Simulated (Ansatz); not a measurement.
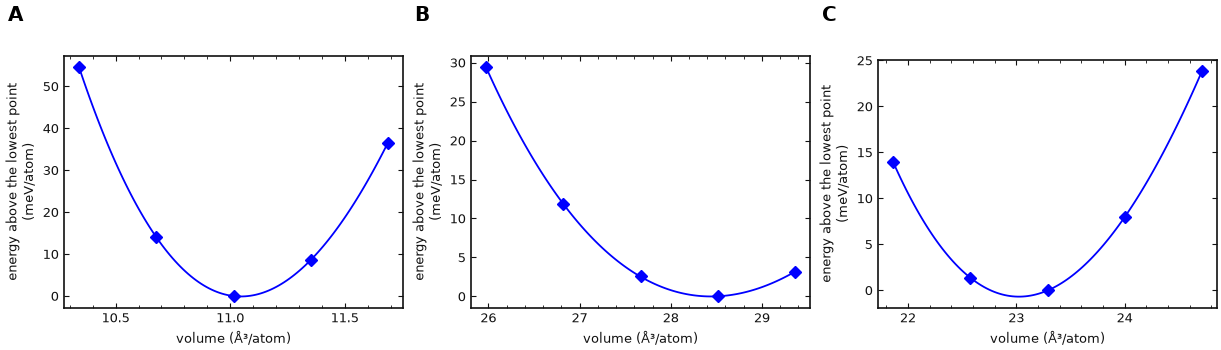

Each panel shows the energy above the lowest point against volume for one of these solids: CuI, F-43m (No. 216); GaAs, F-43m (No. 216); TaC, Fm-3m (No. 225).

How it was computed, with Ansatz 0.2.0 development build: equation of state of a cubic crystal from periodic Kohn-Sham density functional theory without spin, third-order Birch-Murnaghan fit to the free energies; pressure corrected for the finite basis. Level: HSE06.

**Which panel belongs to which solid?**

A is TaC (energy above the lowest point from 0.0 meV/atom to 54.6 meV/atom, V0 11.05 Å³/atom, B0 347 GPa); B is CuI (energy above the lowest point from 0.0 meV/atom to 29.4 meV/atom, V0 28.44 Å³/atom, B0 36.5 GPa); C is GaAs (energy above the lowest point from 0.0 meV/atom to 23.9 meV/atom, V0 23.02 Å³/atom, B0 72.6 GPa).

For GaAs, limits of the calculation: modest k-mesh, values are not fully converged in k.

For TaC, limits of the calculation: coarse k-mesh, values are not converged in k.
